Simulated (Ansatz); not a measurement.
```xyz
18
Lattice="3.5923 0.0000 0.0000 0.0000 8.6065 0.0000 0.0000 0.0000 27.5116" Properties=species:S:1:pos:R:3 pbc="T T T"
S     0.0000    2.5010    7.4999
S     1.7961    8.3546    8.8796
Hf    1.7961    2.2490    9.2645
S     1.7961    4.7500    9.6494
S     0.0000    1.9971   11.0291
Hf    0.0000    4.4981   11.4140
S     0.0000    6.9991   11.7989
S     1.7961    4.2462   13.1783
Hf    1.7961    6.7471   13.5632
S     1.7961    0.6416   13.9484
S     0.0000    6.4952   15.3278
Hf    0.0000    0.3897   15.7127
S     0.0000    2.8907   16.0976
S     1.7961    0.1378   17.4773
Hf    1.7961    2.6388   17.8622
S     1.7961    5.1398   18.2471
S     0.0000    2.3868   19.6268
Hf    0.0000    4.8878   20.0117
```

Not relaxed (largest force 1.8 eV/Å).

Level of theory: DFT PBEsol, scalar-relativistic, plane waves, PAW in Ansatz.

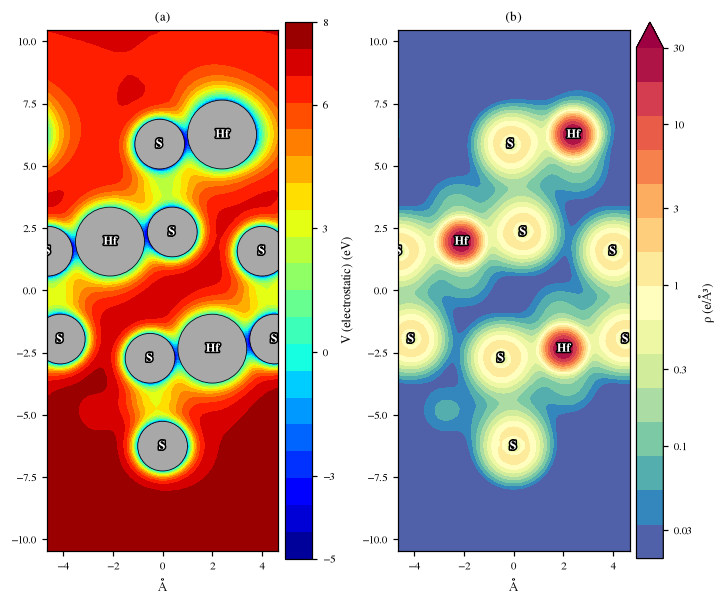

HfS₂ (slab). (a) electrostatic potential (local pseudopotential plus Hartree) felt by an electron; (b) valence charge density (pseudo) on the (100) plane of the calculation cell, a cut from vacuum to vacuum. Grey discs cover the atomic cores in the potential map.

In a PAW calculation such maps are meaningful between the atoms, not at the nuclei.

**What do the fields say about this system?**

- The section cuts through S and Hf sites.
- Hf–S (2.53 Å): the density is about 0.48 e/Å³ at the midpoint.
- The density dies away to nearly zero in the vacuum.

**Does the calculation make it a metal, or give it a gap?**

It is metallic or semimetallic at this level of theory: no gap opens.
